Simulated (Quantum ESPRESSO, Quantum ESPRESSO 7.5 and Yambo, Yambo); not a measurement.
# GaAs (F-43m): a self-consistent loop beyond G0W0, cycle by cycle

Wanted: G0W0 and self-consistent gaps of GaAs (F-43m), with the cost of the cycles.

Calculated with Quantum ESPRESSO 7.5 and Yambo 5.3.0; PBE and many-body steps on it, plane waves.

**Experimental background.**

- Gap 1.51 eV: band-edge emission energy from PL (direct gap at Gamma); photoluminescence, 633 nm excitation; 77 K; bulk crystal (MBE GaAs matrix around a thin InAs wetting layer on semi-insulating GaAs (100)) (“Photoluminescence of InAs/GaAs quantum dots under direct two-photon excitation”, 2020, pmc:7331710).

- Gap 1.412 ± 0.01 eV: direct gap E0 at Gamma from ellipsometry; variable-angle spectroscopic ellipsometry, parametric critical-point fit; 300 K; bulk crystal (semi-insulating GaAs(001) reference substrate with native oxide) (“Evidence of valence band perturbations in GaAsN/GaAs(001): A combined variable-angle spectroscopic ellipsometry and modulated photoreflectance investigation”, 2008, arxiv:0805.2212).

- Gap 1.418 ± 0.005 eV: direct gap E0 at Gamma from PR; modulated photoreflectance, low-field lineshape fit; 300 K; bulk crystal (semi-insulating GaAs(001) reference substrate) (“Evidence of valence band perturbations in GaAsN/GaAs(001): A combined variable-angle spectroscopic ellipsometry and modulated photoreflectance investigation”, 2008, arxiv:0805.2212).

- Gap 1.42 eV: fundamental direct gap E0 at Gamma, seen as sharp points in Psi and Delta; spectroscopic ellipsometry; 300 K; bulk crystal (semi-insulating GaAs (100) substrate) (“Ellipsometric study of the Electronic Structure of GaMnAs and LT-GaAs”, 2004, arxiv:cond-mat/0404304).

Most raw output is cut from this account.

**1. Starting point**

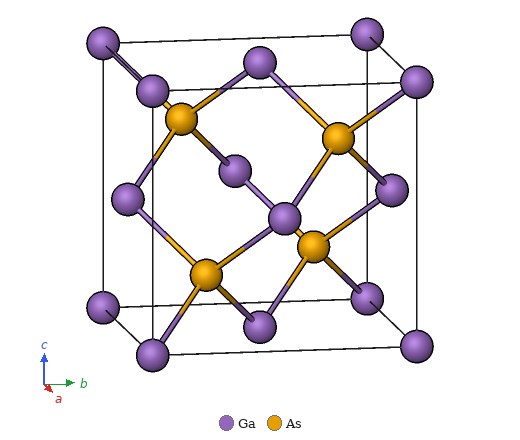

Start, viewed slightly off an axis; gallium purple, arsenic orange. This picture shows the conventional cell, with its axes. Bonds to atoms that aren't drawn are left out. Some periodic images of atoms are drawn too.

The cell and positions come from the Crystallography Open Database and are kept as given unless a step says otherwise.

**2. Empty states on the mesh, 4×4×4 mesh, 124 bands**

This step: Quantum ESPRESSO 7.5; DFT, PBE, plane waves, norm-conserving pseudopotentials.

The sums over transitions need many empty states on a uniform mesh; this step solves for them.

pw.in reads:

```
&control
  calculation = 'nscf'
  prefix = 'x'
  outdir = 'o'
  pseudo_dir = 'pseudo'
/
&system
  ibrav = 0
  nat = 2
  ntyp = 2
  ecutwfc = 104.0
  nbnd = 124
  force_symmorphic = .true.
/
&electrons
  conv_thr = 1e-9
  electron_maxstep = 80
  diago_full_acc = .true.
  diago_thr_init = 5e-6
/
ATOMIC_SPECIES
  Ga 69.723 Ga.upf
  As 74.922 As.upf
CELL_PARAMETERS angstrom
  0.0000000000 2.8268500000 2.8268500000
  2.8268500000 0.0000000000 2.8268500000
  2.8268500000 2.8268500000 -0.0000000000
ATOMIC_POSITIONS crystal
  Ga 0.0000000000 0.0000000000 0.0000000000
  As 0.2500000000 0.2500000000 0.2500000000
K_POINTS automatic
  4 4 4 0 0 0
```

Command:

```console
$ OMP_NUM_THREADS=1 mpirun -n 4 pw.x -nk 4 -in pw.in > pw.out
```

Elapsed: 5.9 s, on 4 MPI ranks of Intel Xeon 6975P-C (Granite Rapids), shared host; peak memory 0.48 GiB; 23 s of CPU time.

Numbers from this step:

| Property | Result |
| --- | --- |
| gap | 0.5181 eV |
| k of the valence top | 0, 0, 0 |
| k of the conduction bottom | 0, 0, 0 |
| least direct gap | 0.5181 eV |
| k points computed | 8 |
| lowest point of the top converged band, above the valence top | 87.1270 eV |

On this mesh the gap is 0.518 eV.

The density comes from a self-consistent run that is not shown.

**3. Conversion and set-up**

This step: Yambo 5.3.0; conversion and set-up on PBE, plane waves, norm-conserving pseudopotentials.

The states are converted to the many-body program's format and the q mesh is built.

Command:

```console
$ (cd o/x.save; p2y > p2y.log; mv SAVE ../..); yambo > setup.log
```

The job ended after 2.8 s (1 MPI rank; peak memory 0.26 GiB).

**4. G0W0**

Now the one-shot GW correction: screening in the RPA, then the self-energy of the levels asked for.

This step: G0W0 on PBE, plane waves, norm-conserving pseudopotentials.

gw1.in reads:

```
HF_and_locXC
gw0
dyson
ppa
em1d
rim_cut
RandQpts= 1000000
RandGvec= 1 RL
EXXRLvcs= 104 Ry
VXCRLvcs= 416 Ry
Chimod= "HARTREE"
% BndsRnXp
 1 | 124 |
%
NGsBlkXp= 14.5 Ry
% LongDrXp
 1 | 1 | 1 |
%
% GbndRnge
 1 | 124 |
%
DysSolver= "n"
ExtendOut
PPAPntXp= 27.21138 eV
% QPkrange
 1 | 8 | 19 | 26 |
%
```

Command:

```console
$ OMP_NUM_THREADS=1 mpirun -n 4 yambo -F gw1.in -J gw1 -C gw1 > gw1.log
```

The job ended after 11 min (4 MPI ranks; peak memory 2.4 GiB).

This step gave:

- G0W0 gap on the mesh: 1.176 eV
- starting gap on the mesh: 0.5181 eV
- k of the valence top: 0, 0, 0
- k of the conduction bottom: 0, 0, 0
- least direct G0W0 gap on the computed points: 1.176 eV
- Z at the valence top: 0.7949
- Z at the conduction bottom: 0.7984

The gap on the mesh goes from 0.52 eV to 1.18 eV, a correction of +0.66 eV.

**5. evGW0, cycle 1**

This step: evGW0 on PBE, plane waves, norm-conserving pseudopotentials.

gw2.in, as its differences from gw1.in of step 4:

```diff
@@ -27 +27,2 @@
 %
+GfnQPdb= "E < ./gw1/ndb.QP"
```

Command:

```console
$ OMP_NUM_THREADS=1 mpirun -n 4 yambo -F gw2.in -J gw2,gw1_W -C gw2 > gw2.log
```

Run time: 9.3 min. Hardware: 4 MPI ranks; peak memory 2.4 GiB; 37 min of CPU time.

Numbers from this step:

- quasiparticle gap on the mesh: 1.238 eV
- gap of the density functional on the mesh: 0.5181 eV
- k of the valence top: 0, 0, 0
- k of the conduction bottom: 0, 0, 0
- least direct quasiparticle gap on the computed points: 1.238 eV
- Z at the valence top: 0.7977
- Z at the conduction bottom: 0.8054

Against G0W0 in Yambo (4×4×4 mesh, 124 bands, screening to 197.3 eV, Godby-Needs plasmon pole), the gap moves by +0.062 eV.

The program's own table gives 1.366 eV, which is too large where the input levels are shifted: this version takes Σc at the unshifted level E₀, yet steps from the shifted one. The value above is the Newton step from E₀, E₀ + Z(Σc + Σx − Vxc), rebuilt from the printed columns.

**6. evGW0, cycle 2**

The corrected levels of the last cycle go back in.

gw3.in, as its differences from gw2.in of step 5:

```diff
@@ -27,2 +27,2 @@
 %
-GfnQPdb= "E < ./gw1/ndb.QP"
+GfnQPdb= "E < ./gw2_fix/ndb.QP"
```

Command:

```console
$ OMP_NUM_THREADS=1 mpirun -n 4 yambo -F gw3.in -J gw3,gw1_W -C gw3 > gw3.log
```

Wall time 9.8 min (4 MPI ranks); peak memory 2.3 GiB.

Numbers from this step:

- quasiparticle gap on the mesh: 1.245 eV
- gap of the density functional on the mesh: 0.5181 eV
- k of the valence top: 0, 0, 0
- k of the conduction bottom: 0, 0, 0
- least direct quasiparticle gap on the computed points: 1.245 eV

Against the cycle before, the gap moves by +0.007 eV.

The program's own table gives 1.384 eV, which is too large where the input levels are shifted: this version takes Σc at the unshifted level E₀, yet steps from the shifted one. The value above is the Newton step from E₀, E₀ + Z(Σc + Σx − Vxc), rebuilt from the printed columns.

**7. evGW, cycle 1**

This step: evGW on PBE, plane waves, norm-conserving pseudopotentials.

gw4.in, as its differences from gw3.in of step 6:

```diff
@@ -27,2 +27,3 @@
 %
-GfnQPdb= "E < ./gw2_fix/ndb.QP"
+GfnQPdb= "E < ./gw1/ndb.QP"
+XfnQPdb= "E < ./gw1/ndb.QP"
```

Command:

```console
$ OMP_NUM_THREADS=1 mpirun -n 4 yambo -F gw4.in -J gw4 -C gw4 > gw4.log
```

It took 13 min on 4 MPI ranks; peak memory 2.4 GiB; 52 min of CPU time.

Numbers from this step:

| Property | Result |
| --- | --- |
| quasiparticle gap on the mesh | 1.289 eV |
| gap of the density functional on the mesh | 0.5181 eV |
| k of the valence top | 0, 0, 0 |
| k of the conduction bottom | 0, 0, 0 |
| least direct quasiparticle gap on the computed points | 1.289 eV |

Against G0W0 in Yambo (4×4×4 mesh, 124 bands, screening to 197.3 eV, Godby-Needs plasmon pole), the gap moves by +0.113 eV.

The program's own table gives 1.411 eV, which is too large where the input levels are shifted: this version takes Σc at the unshifted level E₀, yet steps from the shifted one. The value above is the Newton step from E₀, E₀ + Z(Σc + Σx − Vxc), rebuilt from the printed columns.

**8. evGW, cycle 2**

gw5.in, as its differences from gw4.in of step 7:

```diff
@@ -27,3 +27,3 @@
 %
-GfnQPdb= "E < ./gw1/ndb.QP"
-XfnQPdb= "E < ./gw1/ndb.QP"
+GfnQPdb= "E < ./gw4_fix/ndb.QP"
+XfnQPdb= "E < ./gw4_fix/ndb.QP"
```

Command:

```console
$ OMP_NUM_THREADS=1 mpirun -n 4 yambo -F gw5.in -J gw5 -C gw5 > gw5.log
```

Wall time 15 min (4 MPI ranks); peak memory 2.4 GiB.

Numbers from this step:

* quasiparticle gap on the mesh: 1.314 eV
* gap of the density functional on the mesh: 0.5181 eV
* k of the valence top: 0, 0, 0
* k of the conduction bottom: 0, 0, 0
* least direct quasiparticle gap on the computed points: 1.314 eV

Against the cycle before, the gap moves by +0.025 eV.

The program's own table gives 1.453 eV, which is too large where the input levels are shifted: this version takes Σc at the unshifted level E₀, yet steps from the shifted one. The value above is the Newton step from E₀, E₀ + Z(Σc + Σx − Vxc), rebuilt from the printed columns.

**9. evGW, cycle 3**

gw6.in, as its differences from gw5.in of step 8:

```diff
@@ -27,3 +27,3 @@
 %
-GfnQPdb= "E < ./gw4_fix/ndb.QP"
-XfnQPdb= "E < ./gw4_fix/ndb.QP"
+GfnQPdb= "E < ./gw5_fix/ndb.QP"
+XfnQPdb= "E < ./gw5_fix/ndb.QP"
```

Command:

```console
$ OMP_NUM_THREADS=1 mpirun -n 4 yambo -F gw6.in -J gw6 -C gw6 > gw6.log
```

Wall time 16 min (4 MPI ranks); peak memory 2.4 GiB.

Numbers from this step:

```
quasiparticle gap on the mesh                         : 1.320 eV
gap of the density functional on the mesh             : 0.5181 eV
k of the valence top                                  : 0, 0, 0
k of the conduction bottom                            : 0, 0, 0
least direct quasiparticle gap on the computed points : 1.320 eV
```

Against the cycle before, the gap moves by +0.006 eV.

The program's own table gives 1.463 eV, which is too large where the input levels are shifted: this version takes Σc at the unshifted level E₀, yet steps from the shifted one. The value above is the Newton step from E₀, E₀ + Z(Σc + Σx − Vxc), rebuilt from the printed columns.

**10. Side by side**

Times are wall times on 4 MPI ranks of Intel Xeon 6975P-C (Granite Rapids), shared host, good to a factor of about two.

| run | mesh | bands | screening cutoff (eV) | DFT gap (eV) | gap on the mesh (eV) | direct (eV) | time |
| --- | --- | --- | --- | --- | --- | --- | --- |
| G0W0 | 4×4×4 | 124 | 197.3 | 0.518 | 1.176 | 1.176 | 11 min |
| evGW0, cycle 1 | 4×4×4 | 124 | 197.3 | 0.518 | 1.238 | 1.238 | 9.3 min |
| evGW0, cycle 2 | 4×4×4 | 124 | 197.3 | 0.518 | 1.245 | 1.245 | 9.8 min |
| evGW, cycle 1 | 4×4×4 | 124 | 197.3 | 0.518 | 1.289 | 1.289 | 13 min |
| evGW, cycle 2 | 4×4×4 | 124 | 197.3 | 0.518 | 1.314 | 1.314 | 15 min |
| evGW, cycle 3 | 4×4×4 | 124 | 197.3 | 0.518 | 1.320 | 1.320 | 16 min |

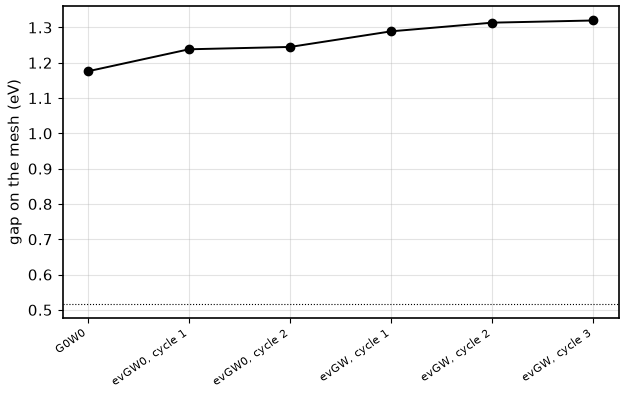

The gap through the cycles; the dotted line is the starting gap.

**11. What came out**

| Item | Value |
| --- | --- |
| G0W0 | 1.176 eV |
| evGW0, cycle 1 | 1.238 eV |
| evGW0, cycle 2 | 1.245 eV |
| evGW, cycle 1 | 1.289 eV |
| evGW, cycle 2 | 1.314 eV |
| evGW, cycle 3 | 1.320 eV |
| known limits | not at the basis limit; no spin-orbit coupling; coarse k mesh |

What this shows: evGW0 ends at 1.24 eV, +0.07 eV from G0W0, after 2 cycles that took 19 min beside the first screening; the last moved the gap by 0.007 eV. evGW ends at 1.32 eV, +0.14 eV from G0W0, after 3 cycles that took 44 min beside the first screening; the last moved the gap by 0.006 eV. Against experiment, by evGW, cycle 3: the direct gap of 1.32 eV lies −0.19 eV from the measured 1.51 eV (exciton, 77 K, 2020); the direct gap of 1.32 eV lies −0.09 eV from the measured 1.412 ± 0.01 eV (direct, 300 K, 2008); the direct gap of 1.32 eV lies −0.10 eV from the measured 1.418 ± 0.005 eV (direct, 300 K, 2008); the direct gap of 1.32 eV lies −0.10 eV from the measured 1.42 eV (direct, 300 K, 2004). An exciton line or allowed optical edge lies below the quasiparticle gap by the binding energy; a forbidden edge can push the onset above it. These are gaps on the mesh, at modest bands and cutoff. The calculation has static nuclei and no excitons; a measured gap holds zero-point and thermal motion, which mostly lowers it. Bands and cutoff are finite, so the gap is not at the basis limit. The miss can reach some tenths of an eV and take either sign; the mesh is an error of its own. The 4×4×4 mesh is coarse for this cell, which bears on the long-range parts of exchange and screening. The many-body steps are scalar-relativistic: spin-orbit coupling is not in them.

[Paths, hosts, dates, memory and timing lines, banners, echoed tables and standing remarks are left out of the program output.]

[Logs are printed without paths, hosts, clocks, repeated set-up lines and the standing remarks that a program may print on its own settings, such as how far it seeks lower states.]

[Runs of the session that timed out or met a known fault of the program may be left out.]

[Hosts, paths, dates, database ids (printed as entryN), source tags and the programs' standing remarks are cut or masked in the printed files.]
